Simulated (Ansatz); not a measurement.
## GeSi3: geometry relaxation (part 1 of 2)

- system: GeSi3 (Pmm2, 8 atoms in the cell)
- method: DFT PBE, scalar-relativistic, plane waves, PAW, no spin polarisation (Ansatz 0.2.0)

The structure derives from a Materials Project entry. It belongs to a series of runs on one base structure; here: 6 of 8 Ge sites taken by Si, cell and atoms relaxed. Figures and captions count atoms from 1; the log counts them from 0 in places.

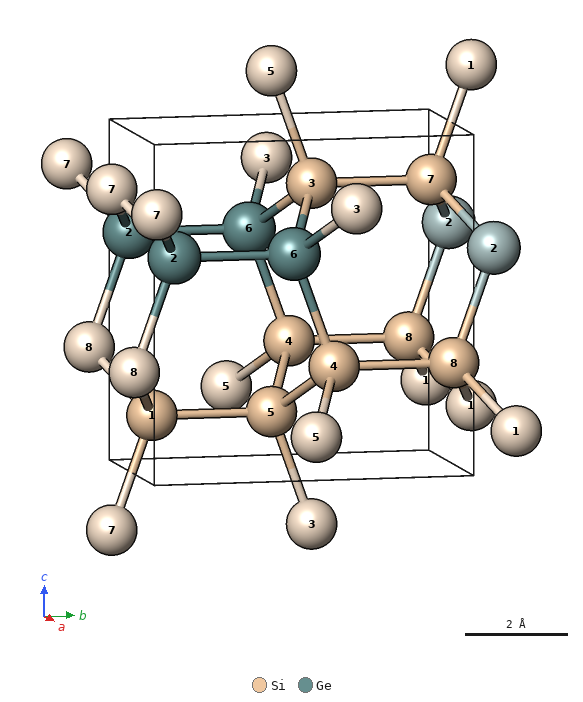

Figure 1. The starting structure (ball-and-stick view of the cell of the calculation, seen slightly off an axis; neighbours outside the cell are drawn fainter; atoms are numbered from 1 in the order of the input). Near neighbours in the crystal (not all of them lie inside the picture): Si has 4 Si at 2.40 to 2.41 Å; Ge has 1 Ge at 2.41 Å and 3 Si at 2.40 Å; Si has 2 Ge at 2.40 Å and 2 Si at 2.40 to 2.41 Å; Si has 1 Ge at 2.40 Å and 3 Si at 2.40 to 2.41 Å.

**Input**
```yaml
crystal:
  lattice:
    - [1.9516110047, 3.3802894166, 0.0]
    - [0.0, 0.0, 6.4474088104]
    - [5.8548330139, -3.3802894167, 0.0]
  atoms:
    - { symbol: Si, position: [0.5, 0.0629179543, 0.1666666667] }
    - { symbol: Ge, position: [1.0, 0.0629179543, 0.6666666667] }
    - { symbol: Si, position: [0.5, 0.5629179543, 0.8333333333] }
    - { symbol: Si, position: [1.0, 0.5629179543, 0.3333333333] }
    - { symbol: Si, position: [0.5, 0.4370820457, 0.1666666667] }
    - { symbol: Ge, position: [1.0, 0.4370820457, 0.6666666667] }
    - { symbol: Si, position: [0.5, 0.9370820457, 0.8333333333] }
    - { symbol: Si, position: [1.0, 0.9370820457, 0.3333333333] }
basis:
  ecutwfc: 420
kpoints:
  mp_grid: { grid: [10, 6, 6] }
hamiltonian:
  xc: pbe
scf:
  occupations: { method: gaussian, width: 0.1 }
output:
  forces: true
  stress: true
  eigenvalues: true
relax:
  adjacent_minimum: "off"
  f_tol: 0.015
  max_steps: 60
  cell: { stress_tol: 0.15 }
```

Machine: 1 thread of Intel Xeon (Granite Rapids), 128 GiB of memory available, shared host.

Launch command:
```bash
ansatz run input.yaml --threads 1 --pin off --max-ram 2560MiB --backend cpu --events-out ev --progress --plain --runs-dir out
```

**What the program printed**
```
Engine: ansatz 0.2.0, x86_64-unknown-linux-gnu
Pseudopotentials: kind: paw
Pseudopotential: Si, paw, valence charge 4, recommended cutoff 420 eV (normal), Si.paw.azcp
Pseudopotential: Ge, paw, valence charge 14, recommended cutoff 420 eV (normal), Ge.paw.azcp
Functional definition: PBE
  parameter kappa = 0.804
  parameter beta = 0.06672455060314922
  exchange = pbe_x(kappa = kappa, mu = beta*pi^2/3)
  correlation = pbe_c(beta = beta)
Crystal: 8 atoms, lattice volume = 170.134 Å³
Basis set: ecut = 420 eV, 3331 PW (Γ), exchange–correlation on 54×90×96 points (8 copies of the dense FFT grid, shifted against one another)
Bands: 34, of which v1, the nominal top of the filled ones, is band 26 counted from 1 (25 counted from 0)
Symmetry: 4 space group operations
Space group: Pmm2 (ITA 25), of the structure as read, at distance tolerance 5.5e-5 Å
k-points: 96 of 360 (time reversal used)
Non-local potential: Si, projectors of the file, l = 0: 2, l = 1: 2, l = 2: 2
Non-local potential: Ge, projectors of the file, l = 0: 2, l = 1: 2, l = 2: 3, l = 3: 1
PAW form: soft (Blöchl's): semilocal exchange-correlation on the pseudo side does not see the compensation charge
PAW one-centre angular grid: Si, 110 points (default); XC on 64 Gauss nodes
PAW one-centre angular grid: Ge, 590 points (default); XC on 64 Gauss nodes
Initial density: superposition of atomic densities (neutral atoms: chi_scale 0, normalization atom), corrected by the library's trained network
Initial wavefunctions: pseudopotential atomic-orbital guess
Functional: x = pbe(κ = 0.804, μ = 0.2195149727645171), c = pbe(β = 0.06672455060314922)
SCF iter   1: F=—  HF=-12404.573710 eV  |F-HF|=—  |Δ(HF+E_count)|=         —  Δρ=1.25e-3  dr2=3.79e-3  ethr=1.77e-3  ⟨swp⟩=7.2  Hψ=15608  notcnv=0
preconditioner: auto → Resta (q_TF=auto, 2.239 Å⁻¹)  ε∞=5.2  [insulator: Δε(μ)=0.381 eV  Ē_g=7.847 eV  σ=0.100 eV  W_gap=0.99  n_scr=38 (ndim 8)  ℏωp=16.1 eV  f_vac=0.000  D(μ)=0.00/eV (n_scr^D=0)  ε∞_Penn≈5.2]
SCF iter   2: F=—  HF=-12404.573021 eV  |F-HF|=—  |Δ(HF+E_count)|=   6.89e-4  Δρ=7.94e-4  dr2=1.25e-3  ethr=7.29e-6  ⟨swp⟩=2.0  Hψ=6503  notcnv=0
SCF iter   3: F=—  HF=-12404.573228 eV  |F-HF|=—  |Δ(HF+E_count)|=   2.07e-4  Δρ=3.29e-4  dr2=1.74e-4  ethr=2.41e-6  ⟨swp⟩=2.0  Hψ=5502  notcnv=0
SCF iter   4: F=—  HF=-12404.573167 eV  |F-HF|=—  |Δ(HF+E_count)|=   6.13e-5  Δρ=1.28e-4  dr2=3.16e-5  ethr=3.34e-7  ⟨swp⟩=2.0  Hψ=5285  notcnv=0
SCF iter   5: F=—  HF=-12404.573225 eV  |F-HF|=—  |Δ(HF+E_count)|=   5.86e-5  Δρ=2.97e-5  dr2=1.82e-6  ethr=6.07e-8  ⟨swp⟩=2.0  Hψ=5502  notcnv=0
SCF iter   6: F=—  HF=-12404.573228 eV  |F-HF|=—  |Δ(HF+E_count)|=   2.23e-6  Δρ=6.78e-6  dr2=1.27e-7  ethr=3.49e-9  ⟨swp⟩=2.0  Hψ=5488  notcnv=0
SCF iter   7: F=-12404.573228 eV  HF=-12404.573228 eV  |F-HF|=5.11e-9  |Δ(HF+E_count)|=   1.77e-7  Δρ=2.00e-6  dr2=7.97e-9  ethr=1.92e-10  ⟨swp⟩=8.9  Hψ=14262  notcnv=0
SCF 1 converged in 7 iterations: F = -12404.573228 eV  dr2 = 7.97e-9
  greatest PAW one-centre occupation: 0.998 electrons in one spin orbital (limit 2), on the Ge atom at site 5 (counted from 0), in its partial waves of l = 2
relax step   1: F+E_penalty+E_count = -12404.57322785 eV  Δ(F+E_penalty+E_count) = +0.000e0 eV  max|allowed force component| = 4.681e-1 eV/Å  Δτ_max = 0.0000 Å  P = -0.376 GPa  Ω = 170.134 Å³  (7 SCF iters, dr2 threshold 1.00e-7 eV, accepted)
Crystal: 8 atoms, lattice volume = 169.483 Å³
Basis set: ecut = 420 eV, 3311 PW (Γ), exchange–correlation on 54×90×96 points (8 copies of the dense FFT grid, shifted against one another)
Initial density: handed on by an earlier stage of this run
Initial wavefunctions: those handed on with the density
iter 1 solved again at ethr=3.27e-5 eV; its pass at ethr=3.10e-3 eV (dr2=1.70e-2 eV) is discarded
SCF iter   1: F=—  HF=-12404.636482 eV  |F-HF|=—  |Δ(HF+E_count)|=         —  Δρ=3.04e-3  dr2=1.90e-2  ethr=3.27e-5  ⟨swp⟩=2.1  Hψ=16024  notcnv=0
preconditioner: auto → Resta (q_TF=auto, 2.241 Å⁻¹)  ε∞=5.2  [insulator: Δε(μ)=0.250 eV  Ē_g=7.852 eV  σ=0.100 eV  W_gap=0.92  n_scr=38 (ndim 8)  ℏωp=16.1 eV  f_vac=0.002  D(μ)=0.02/eV (n_scr^D=0)  ε∞_Penn≈5.2]
SCF iter   2: F=—  HF=-12404.634163 eV  |F-HF|=—  |Δ(HF+E_count)|=   2.32e-3  Δρ=1.60e-3  dr2=3.29e-3  ethr=3.27e-5  ⟨swp⟩=2.0  Hψ=3723  notcnv=0
SCF iter   3: F=—  HF=-12404.634109 eV  |F-HF|=—  |Δ(HF+E_count)|=   5.39e-5  Δρ=3.76e-4  dr2=2.15e-4  ethr=6.33e-6  ⟨swp⟩=2.5  Hψ=4217  notcnv=0
SCF iter   4: F=—  HF=-12404.634206 eV  |F-HF|=—  |Δ(HF+E_count)|=   9.67e-5  Δρ=1.36e-4  dr2=2.65e-5  ethr=4.13e-7  ⟨swp⟩=2.4  Hψ=5646  notcnv=0
SCF iter   5: F=—  HF=-12404.634180 eV  |F-HF|=—  |Δ(HF+E_count)|=   2.57e-5  Δρ=4.08e-5  dr2=3.33e-6  ethr=5.09e-8  ⟨swp⟩=2.0  Hψ=5760  notcnv=0
SCF iter   6: F=-12404.634184 eV  HF=-12404.634184 eV  |F-HF|=1.63e-7  |Δ(HF+E_count)|=   3.31e-6  Δρ=9.04e-6  dr2=2.48e-7  ethr=1.54e-9  ⟨swp⟩=6.6  Hψ=14327  notcnv=0
SCF 2 converged in 6 iterations: F = -12404.634184 eV  dr2 = 2.48e-7
  greatest PAW one-centre occupation: 0.998 electrons in one spin orbital (limit 2), on the Ge atom at site 1 (counted from 0), in its partial waves of l = 2
relax step   2: F+E_penalty+E_count = -12404.63418391 eV  Δ(F+E_penalty+E_count) = -6.096e-2 eV  max|allowed force component| = 7.257e-2 eV/Å  Δτ_max = 0.0431 Å  P = -0.102 GPa  Ω = 169.483 Å³  energy of the carried Pulay correction = +8.972e-5 eV  (6 SCF iters, dr2 threshold 8.00e-7 eV, accepted)
Crystal: 8 atoms, lattice volume = 169.287 Å³
iter 1 solved again at ethr=6.21e-7 eV; its pass at ethr=3.10e-3 eV (dr2=3.23e-4 eV) is discarded
SCF iter   1: F=—  HF=-12404.635129 eV  |F-HF|=—  |Δ(HF+E_count)|=         —  Δρ=4.08e-4  dr2=3.68e-4  ethr=6.21e-7  ⟨swp⟩=2.7  Hψ=16232  notcnv=0
preconditioner: auto → Resta (q_TF=auto, 2.241 Å⁻¹)  ε∞=5.2  [insulator: Δε(μ)=0.227 eV  Ē_g=7.856 eV  σ=0.100 eV  W_gap=0.89  n_scr=38 (ndim 8)  ℏωp=16.1 eV  f_vac=0.001  D(μ)=0.02/eV (n_scr^D=0)  ε∞_Penn≈5.2]
SCF iter   2: F=—  HF=-12404.635073 eV  |F-HF|=—  |Δ(HF+E_count)|=   5.54e-5  Δρ=1.99e-4  dr2=4.94e-5  ethr=6.21e-7  ⟨swp⟩=2.0  Hψ=3903  notcnv=0
SCF iter   3: F=—  HF=-12404.635126 eV  |F-HF|=—  |Δ(HF+E_count)|=   5.29e-5  Δρ=5.03e-5  dr2=3.37e-6  ethr=9.51e-8  ⟨swp⟩=2.2  Hψ=4248  notcnv=0
SCF iter   4: F=—  HF=-12404.635127 eV  |F-HF|=—  |Δ(HF+E_count)|=   1.04e-6  Δρ=1.83e-5  dr2=5.34e-7  ethr=6.33e-10  ⟨swp⟩=7.1  Hψ=15656  notcnv=0
SCF iter   5: F=-12404.635127 eV  HF=-12404.635127 eV  |F-HF|=6.18e-8  |Δ(HF+E_count)|=   3.72e-7  Δρ=5.72e-6  dr2=7.13e-8  ethr=6.33e-10  ⟨swp⟩=4.3  Hψ=11749  notcnv=0
SCF 3 converged in 5 iterations: F = -12404.635127 eV  dr2 = 7.13e-8
relax step   3: F+E_penalty+E_count = -12404.63512684 eV  Δ(F+E_penalty+E_count) = -9.429e-4 eV  max|allowed force component| = 7.398e-3 eV/Å  Δτ_max = 0.0058 Å  P = +0.001 GPa  Ω = 169.287 Å³  energy of the carried Pulay correction = +1.168e-4 eV  (5 SCF iters, dr2 threshold 3.29e-7 eV, accepted)
Initial wavefunctions: pseudopotential atomic-orbital guess (no wavefunctions were taken with the density)
iter 1 solved again at ethr=3.09e-7 eV; its pass at ethr=3.10e-3 eV (dr2=1.61e-4 eV) is discarded
SCF iter   1: F=—  HF=-12404.634963 eV  |F-HF|=—  |Δ(HF+E_count)|=         —  Δρ=6.72e-6  dr2=8.36e-8  ethr=3.09e-7  ⟨swp⟩=3.0  Hψ=23088  notcnv=0
eigensolver tolerance schedule: the retry pair's looser diagonalisation over-reported the residual by 1922.91 of it (diagonalisation noise at 0.24 of the residual, at the tolerance the schedule requests for it); recorded, not acted on — ethr = c·dr2/N_el stays at c = 1.0e-1
preconditioner: auto → Resta (q_TF=auto, 2.241 Å⁻¹)  ε∞=5.2  [insulator: Δε(μ)=0.228 eV  Ē_g=7.856 eV  σ=0.100 eV  W_gap=0.89  n_scr=38 (ndim 8)  ℏωp=16.1 eV  f_vac=0.001  D(μ)=0.02/eV (n_scr^D=0)  ε∞_Penn≈5.2]
SCF iter   2: F=—  HF=-12404.635016 eV  |F-HF|=—  |Δ(HF+E_count)|=   5.30e-5  Δρ=3.99e-6  dr2=3.48e-8  ethr=1.61e-10  ⟨swp⟩=2.9  Hψ=6221  notcnv=0
SCF iter   3: F=—  HF=-12404.635016 eV  |F-HF|=—  |Δ(HF+E_count)|=   4.40e-8  Δρ=1.62e-6  dr2=7.68e-9  ethr=6.70e-11  ⟨swp⟩=2.0  Hψ=5751  notcnv=0
SCF iter   4: F=—  HF=-12404.635016 eV  |F-HF|=—  |Δ(HF+E_count)|=   5.45e-9  Δρ=7.98e-7  dr2=1.79e-9  ethr=1.48e-11  ⟨swp⟩=2.0  Hψ=5684  notcnv=0
SCF iter   5: F=-12404.635016 eV  HF=-12404.635016 eV  |F-HF|=1.20e-10  |Δ(HF+E_count)|=  9.48e-10  Δρ=5.02e-7  dr2=2.84e-10  ethr=1.38e-12  ⟨swp⟩=5.4  Hψ=11977  notcnv=0
SCF 4 converged in 5 iterations: F = -12404.635016 eV  dr2 = 2.84e-10
relax step   4: F+E_penalty+E_count = -12404.63501635 eV  Δ(F+E_penalty+E_count) = +1.105e-4 eV  max|allowed force component| = 7.418e-3 eV/Å  Δτ_max = 0.0000 Å  P = -0.000 GPa  Ω = 169.287 Å³  stress off target by 4.81e-2 GPa  SCF on the basis re-selected at this cell (its energy is not comparable with the rows above)  (5 SCF iters)
```

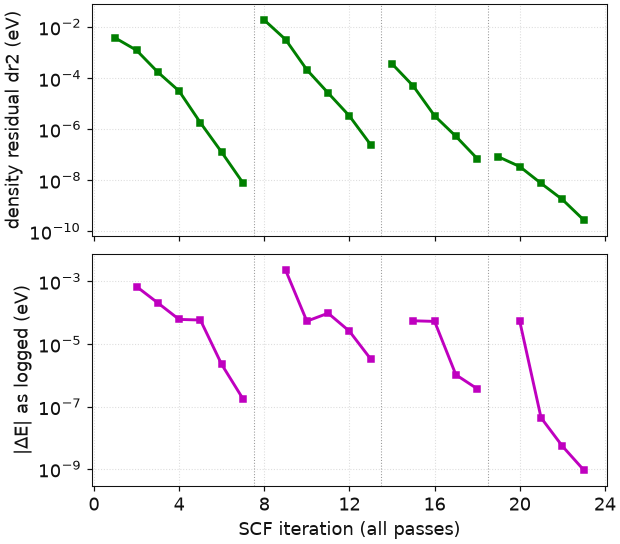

Figure 2. Convergence of the self-consistent field: density residual dr2 and size of the energy change against the SCF iteration. The dotted lines part the SCF passes of the relaxation: geometry steps, rejected trials and re-solves on a re-selected basis. The passes take 7, 6, 5 and 5 iterations.

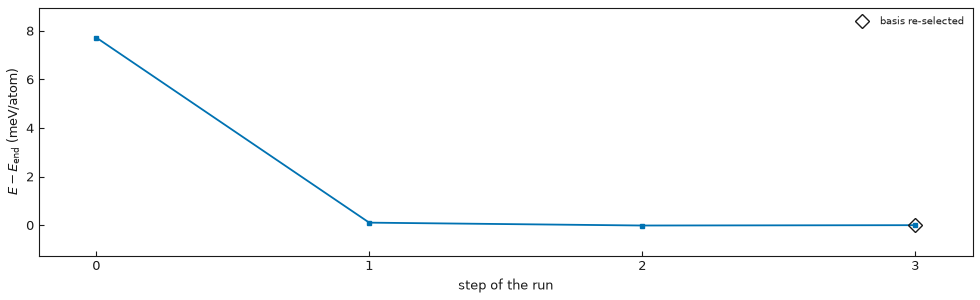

Figure 3. Progress of the relaxation, step by step (the first geometry is step 0 here and step 1 in the log).
